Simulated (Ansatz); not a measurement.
# Two runs on HfN

System: HfN (Fm-3m, 2 atoms in the cell).
Method of run 1: DFT PBEsol, scalar-relativistic, plane waves, PAW, no spin polarisation (Ansatz 0.2.0).

The structure derives from an entry of the Crystallography Open Database. Text and figures count atoms from 1; the logs count them from 0 in places.

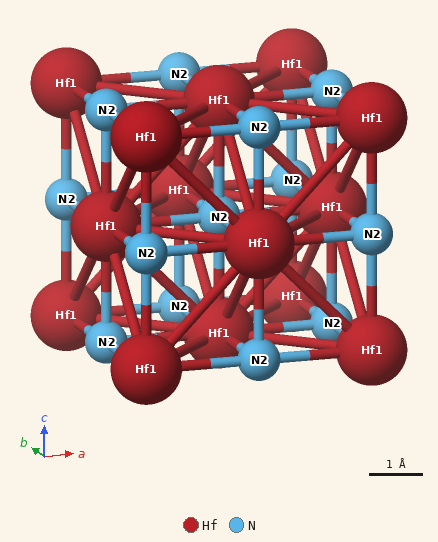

Figure 1. The structure as given in the input (ball-and-stick view of the cell 4 times as large as that of the calculation, set on its symmetry axes, seen slightly off an axis; atoms are numbered from 1 in the order of the input). An atom can appear more than once, as a periodic image.

## Input file, run 1
```yaml
crystal:
  lattice:
    - [0.0, 2.259, 2.259]
    - [2.259, 0.0, 2.259]
    - [2.259, 2.259, 0.0]
  atoms:
    - { symbol: Hf, position: [0.0, 0.0, 0.0] }
    - { symbol: "N", position: [0.5, 0.5, 0.5] }
basis:
  ecutwfc: 420
kpoints:
  mp_grid: { grid: [16, 16, 16] }
hamiltonian:
  xc: pbesol
scf:
  occupations: { method: gaussian, width: 0.1 }
output:
  forces: true
  stress: true
  eigenvalues: true
  write_density: true
  write_potential: true
  elf: true
  volumetric_format: npy
relax:
  adjacent_minimum: "off"
  f_tol: 0.005
  max_steps: 80
  cell: { stress_tol: 0.05 }
```

Command:
```bash
ansatz run input.yaml --threads 2 --pin off --max-ram 5120MiB --backend cpu --events-out ev --progress --plain --runs-dir out
```

Hardware: 2 threads of Arm Neoverse V2, 24 GiB of memory available, shared host.

## Output, shortened to warnings, some set-up lines, iterations and results (run 1)
```
Basis set: ecut = 420 eV, 459 PW (Γ), exchange–correlation on 48×48×48 points (8 copies of the dense FFT grid, shifted against one another)
Symmetry: 48 space group operations
k-points: 145 of 4096
Initial density: superposition of atomic densities (neutral atoms: chi_scale 0, normalization atom), corrected by the library's trained network
[...]
SCF iter   1: F=—  HF=-15980.252768 eV  |F-HF|=—  |Δ(HF+E_count)|=         —  Δρ=8.31e-3  dr2=1.40e-2  ethr=1.77e-3  ⟨swp⟩=4.9  Hψ=12100  notcnv=0
SCF iter   2: F=—  HF=-15980.248973 eV  |F-HF|=—  |Δ(HF+E_count)|=   3.79e-3  Δρ=2.35e-3  dr2=9.32e-4  ethr=4.50e-5  ⟨swp⟩=1.8  Hψ=4372  notcnv=0
SCF iter   3: F=—  HF=-15980.248758 eV  |F-HF|=—  |Δ(HF+E_count)|=   2.15e-4  Δρ=8.74e-4  dr2=1.21e-4  ethr=3.01e-6  ⟨swp⟩=2.0  Hψ=3360  notcnv=0
SCF iter   4: F=—  HF=-15980.248742 eV  |F-HF|=—  |Δ(HF+E_count)|=   1.52e-5  Δρ=3.30e-4  dr2=1.61e-5  ethr=3.89e-7  ⟨swp⟩=2.0  Hψ=5103  notcnv=0
SCF iter   5: F=—  HF=-15980.248714 eV  |F-HF|=—  |Δ(HF+E_count)|=   2.87e-5  Δρ=9.42e-5  dr2=1.31e-6  ethr=5.20e-8  ⟨swp⟩=2.3  Hψ=5193  notcnv=0
[... 34 lines ...]
SCF iter   3: F=—  HF=-15980.251161 eV  |F-HF|=—  |Δ(HF+E_count)|=  2.33e-10  Δρ=7.95e-7  dr2=1.36e-10  ethr=5.71e-12  ⟨swp⟩=2.1  Hψ=4406  notcnv=0
SCF iter   4: F=—  HF=-15980.251161 eV  |F-HF|=—  |Δ(HF+E_count)|=  1.60e-10  Δρ=2.22e-7  dr2=1.17e-11  ethr=1.00e-12  ⟨swp⟩=5.3  Hψ=16332  notcnv=0
SCF iter   5: F=-15980.251161 eV  HF=-15980.251161 eV  |F-HF|=7.28e-12  |Δ(HF+E_count)|=  1.82e-11  Δρ=1.69e-7  dr2=5.99e-12  ethr=1.00e-12  ⟨swp⟩=5.7  Hψ=13300  notcnv=0
SCF 6 converged in 5 iterations: F = -15980.251161 eV  dr2 = 5.99e-12
relax step   6: F+E_penalty+E_count = -15980.25116118 eV  Δ(F+E_penalty+E_count) = -3.165e-10 eV  max|allowed force component| = 3.077e-29 eV/Å  Δτ_max = 0.0000 Å  P = -0.002 …
basis re-selected at this cell: Δ(F+E_penalty+E_count) = -3.165e-10 eV, ΔP = -0.001 GPa vs the last step (what re-selecting the basis moved, of the pressure what is left beyond the Pulay correction that the steps carried, after the strain that the cell walked since its last selection, with what the …
SCF converged after 5 iterations
Free energy (F): -15980.251161 eV
Harris-Foulkes:  -15980.251161 eV  (|F-HF|=7.28e-12)
Internal energy: -15980.248089 eV  (E = F + TS)
E sigma→0 (E₀):  -15980.249625 eV
Entropy (-TS):   -0.003072 eV (-1.536 meV/atom)
Fermi energy:    23.968190 eV
--- Per-component energies (eV) ---
  E_band       = 186.894438
  E_kinetic    = 557.403753
  E_local      = -4693.680956  (includes V_loc(G=0)·N_el)
  E_nonlocal   = -1192.584148
  E_hartree    = 2229.736177
  E_xc         = -359.057899
  E_vxc        = -344.585222  (∫ρ·V_xc dr)
  E_paw        = -6929.700464  (= ΣΔE_a)
  E_vpaw       = 1400.868589  (= ΣTr[D̂ρ^β])
  E_aug_tail   = 0.000093  (compensation charges beyond the density's cutoff)
  E_ewald      = -5593.643835
  E_core_change = 1.279190  (= ΣΔE_core)
  E_smearing   = -0.003072  (= −TS)
  E_closure    = 0.000000  (closes the sum)
  Σ components = -15980.251161   (vs F -15980.251161, Δ=0.00e0)
--- Forces (eV/Å), atoms counted from 1 ---
  atom   1  Hf    -0.00000000     0.00000000     0.00000000
  atom   2  N      0.00000000    -0.00000000     0.00000000
  max |Σ_I F_I| component: 3.76e-29 eV/Å
--- Stress (GPa, compression-positive) ---
       -0.001648      -0.000000      -0.000000
       -0.000000      -0.001648      -0.000000
       -0.000000      -0.000000      -0.001648
  P = ⅓ Tr σ = -0.0016 GPa (-0.016 kbar)
--- Relaxed structure (4 steps of the walk, 4 accepted, 2 SCFs on fresh bases) ---
  F+E_penalty+E_count = -15980.25116118 eV   max|allowed force component| = 3.077e-29 eV/Å   (the final SCF, on the basis selected at the relaxed cell)
  cell:  # Å, volume = 22.8048 Å³
    - [-7.643058049343388e-35, 2.250775757751612, 2.250775757751612]
    - [2.250775757751612, 1.0691058840368783e-50, 2.250775757751612]
    - [2.250775757751612, 2.250775757751612, -1.528611609868677e-34]
  atoms:
    - { symbol: Hf, position: [3.885358338350427e-37, -1.0823498228101584e-36, -5.828037507499892e-37] }
[...]
```

The input of run 2 differs as follows (lines with − go, lines with + come):
```diff
-  mp_grid: { grid: [16, 16, 16] }
+  mp_grid: { grid: [24, 24, 24] }
+  dispersion: d3bjatm
+  initial_density: { chi_scale: 0.1 }
-  write_density: true
-  write_potential: true
-  elf: true
-  volumetric_format: npy
```

Predict how the results change.

The total energies belong to different models, so their difference says nothing on which is more stable or more accurate. The volume per atom goes from 11.40 to 11.22 Å³. The SCF takes 38 iterations over all geometry steps against 32. The irreducible k-points go from 145 to 413. On the same kind of shared host run 2 took about 2.9 times as long. The two runs start from different initial densities, which also moves the count.

## Output, shortened to warnings, some set-up lines, iterations and results (run 2)
```
Basis set: ecut = 420 eV, 459 PW (Γ), exchange–correlation on 48×48×48 points (8 copies of the dense FFT grid, shifted against one another)
Symmetry: 48 space group operations
k-points: 413 of 13824
Initial density: superposition of atomic densities (chi_scale 0.1, normalization cell, long waves kept (reshape's long-wave potential 0.00 eV rms))
[...]
SCF iter   1: F=—  HF=-15980.961739 eV  |F-HF|=—  |Δ(HF+E_count)|=         —  Δρ=4.64e-2  dr2=2.04e-1  ethr=3.10e-3  ⟨swp⟩=4.8  Hψ=33080  notcnv=0
SCF iter   2: F=—  HF=-15980.956401 eV  |F-HF|=—  |Δ(HF+E_count)|=   5.34e-3  Δρ=2.81e-2  dr2=7.26e-2  ethr=6.60e-4  ⟨swp⟩=1.3  Hψ=11709  notcnv=0
SCF iter   3: F=—  HF=-15980.951547 eV  |F-HF|=—  |Δ(HF+E_count)|=   4.85e-3  Δρ=4.02e-3  dr2=3.90e-3  ethr=2.34e-4  ⟨swp⟩=1.5  Hψ=8362  notcnv=0
SCF iter   4: F=—  HF=-15980.950917 eV  |F-HF|=—  |Δ(HF+E_count)|=   6.30e-4  Δρ=1.52e-3  dr2=2.91e-4  ethr=1.26e-5  ⟨swp⟩=2.1  Hψ=9715  notcnv=0
SCF iter   5: F=—  HF=-15980.950982 eV  |F-HF|=—  |Δ(HF+E_count)|=   6.52e-5  Δρ=5.43e-4  dr2=3.96e-5  ethr=9.37e-7  ⟨swp⟩=2.1  Hψ=14571  notcnv=0
[... 42 lines ...]
SCF iter   4: F=—  HF=-15980.965382 eV  |F-HF|=—  |Δ(HF+E_count)|=  5.33e-10  Δρ=3.84e-7  dr2=3.36e-11  ethr=1.19e-12  ⟨swp⟩=2.1  Hψ=14369  notcnv=0
SCF iter   5: F=—  HF=-15980.965382 eV  |F-HF|=—  |Δ(HF+E_count)|=  4.73e-11  Δρ=2.64e-7  dr2=1.39e-11  ethr=1.00e-12  ⟨swp⟩=6.1  Hψ=39871  notcnv=0
SCF iter   6: F=-15980.965382 eV  HF=-15980.965382 eV  |F-HF|=3.64e-12  |Δ(HF+E_count)|=    0.00e0  Δρ=1.11e-7  dr2=1.63e-12  ethr=1.00e-12  ⟨swp⟩=5.4  Hψ=36524  notcnv=0
SCF 7 converged in 6 iterations: F = -15980.965382 eV  dr2 = 1.63e-12
relax step   7: F+E_penalty+E_count = -15980.96538169 eV  Δ(F+E_penalty+E_count) = +1.353e-5 eV  max|allowed force component| = 5.391e-30 eV/Å  Δτ_max = 0.0000 Å  P = -0.001 …
basis re-selected at this cell: Δ(F+E_penalty+E_count) = +1.353e-5 eV, ΔP = -0.001 GPa vs the last step (what re-selecting the basis moved, of the pressure what is left beyond the Pulay correction that the steps carried, after the strain that the cell walked since its last selection, with what the …
SCF converged after 6 iterations
Free energy (F): -15980.965382 eV
Harris-Foulkes:  -15980.965382 eV  (|F-HF|=3.64e-12)
Internal energy: -15980.962580 eV  (E = F + TS)
E sigma→0 (E₀):  -15980.963981 eV
Entropy (-TS):   -0.002802 eV (-1.401 meV/atom)
Fermi energy:    24.360931 eV
--- Per-component energies (eV) ---
  E_band       = 199.669948
  E_kinetic    = 558.720994
  E_local      = -4648.636310  (includes V_loc(G=0)·N_el)
  E_nonlocal   = -1192.381274
  E_hartree    = 2213.449385
  E_xc         = -359.479450
  E_vxc        = -345.136239  (∫ρ·V_xc dr)
  E_paw        = -6930.032057  (= ΣΔE_a)
  E_vpaw       = 1400.203915  (= ΣTr[D̂ρ^β])
  E_aug_tail   = 0.000094  (compensation charges beyond the density's cutoff)
  E_ewald      = -5623.162421
  E_disp       = -0.720732  (pairwise vdW)
  E_core_change = 1.279190  (= ΣΔE_core)
  E_smearing   = -0.002802  (= −TS)
  E_closure    = -0.000000  (closes the sum)
  Σ components = -15980.965382   (vs F -15980.965382, Δ=0.00e0)
--- Forces (eV/Å), atoms counted from 1 ---
  atom   1  Hf     0.00000000     0.00000000    -0.00000000
  atom   2  N      0.00000000    -0.00000000    -0.00000000
  max |Σ_I F_I| component: 1.13e-29 eV/Å
--- Stress (GPa, compression-positive) ---
       -0.001104      -0.000000      -0.000000
       -0.000000      -0.001104       0.000000
        0.000000       0.000000      -0.001104
  P = ⅓ Tr σ = -0.0011 GPa (-0.011 kbar)
--- Relaxed structure (5 steps of the walk, 5 accepted, 2 SCFs on fresh bases) ---
  F+E_penalty+E_count = -15980.96538169 eV   max|allowed force component| = 5.391e-30 eV/Å   (the final SCF, on the basis selected at the relaxed cell)
  cell:  # Å, volume = 22.4476 Å³
    - [4.408292960334825e-33, 2.2389603925689294, 2.2389603925689294]
    - [2.2389603925689294, 3.2108805326043615e-33, 2.2389603925689294]
    - [2.2389603925689294, 2.2389603925689294, 7.388289447698604e-34]
  atoms:
    - { symbol: Hf, position: [1.3876279779469064e-36, -1.4986382161834293e-36, -2.4977303603098378e-36] }
[...]
```

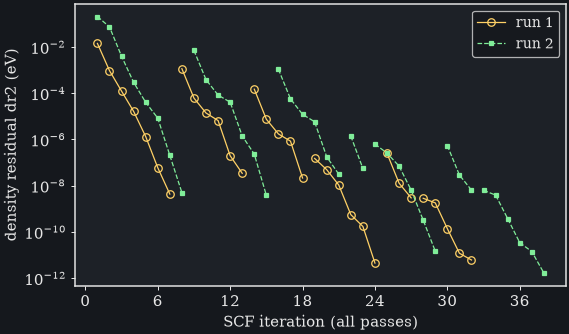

Figure 2. Convergence of the two runs: density residual dr2 against the SCF iteration. A break in a curve parts two SCF passes. Run 1 takes 32 iterations in all, and run 2 takes 38.

## The two runs side by side

| quantity | run 1 | run 2 |
| --- | --- | --- |
| outcome | converged | converged |
| free energy per atom (eV) | −7990.1256 | −7990.4827 |
| energy per atom, smearing taken to zero (eV) | −7990.1248 | −7990.4820 |
| gap on the mesh (eV) | 0.00 | 0.00 |
| pressure (GPa) | 0.00 | 0.00 |
| volume per atom (Å³) | 11.40 | 11.22 |
| largest force (eV/Å) | 0.000 | 0.000 |
| SCF iterations | 32 | 38 |
| irreducible k-points | 145 | 413 |
| wall time (shared host) | 13 s | 39 s |

For both runs: Spin–orbit coupling is left out, which matters for Hf. The cell holds an odd number of electrons but the run has no spin polarisation, so a band is left half filled.
